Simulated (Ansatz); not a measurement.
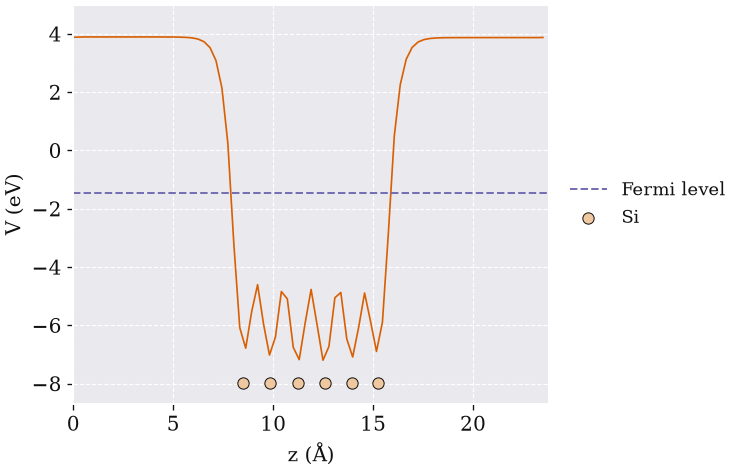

Plane-averaged electrostatic potential energy of an electron across the slab; circles at the bottom mark the heights of the atoms (positions after relaxation).

This input was run:

```
crystal:
  lattice:
    - [3.8417168286, 0.0, 0.0]
    - [0.0, 3.8417168286, 0.0]
    - [0.0, 0.0, 23.7912600522]
  atoms:
    - { symbol: Si, position: [0.0, 0.5, 0.357274057] }
    - { symbol: Si, position: [0.0, 0.0, 0.4143644342] }
    - { symbol: Si, position: [0.5, 0.0, 0.4714548114] }
    - { symbol: Si, position: [0.5, 0.5, 0.5285451886] }
    - { symbol: Si, position: [0.0, 0.5, 0.5856355658] }
    - { symbol: Si, position: [0.0, 0.0, 0.642725943] }
basis:
  ecutwfc: 420
kpoints:
  mp_grid: { grid: [8, 8, 1] }
hamiltonian:
  xc: pbesol
scf:
  occupations: { method: gaussian, width: 0.05 }
output:
  forces: true
  eigenvalues: true
relax:
  adjacent_minimum: "off"
  f_tol: 0.03
  max_steps: 70
  constraints: [{ sites: [0, 1, 2] }]
efield:
  axis: 3
  dipole_correction: true
  ramp_width: 0.04
```

Command:
```bash
ansatz run input.yaml --threads 2 --pin off --max-ram 5120MiB --backend cpu --events-out ev --progress --plain --runs-dir out
```

Q: What is the work function?

A: The work function is 5.33 eV, the same on both faces. The two vacuum levels agree, so the slab has no net dipole along its normal.

Q: How thick are slab and vacuum?

A: The outermost atoms are 6.8 Å apart, which leaves 17.0 Å of vacuum in a cell 23.8 Å high.
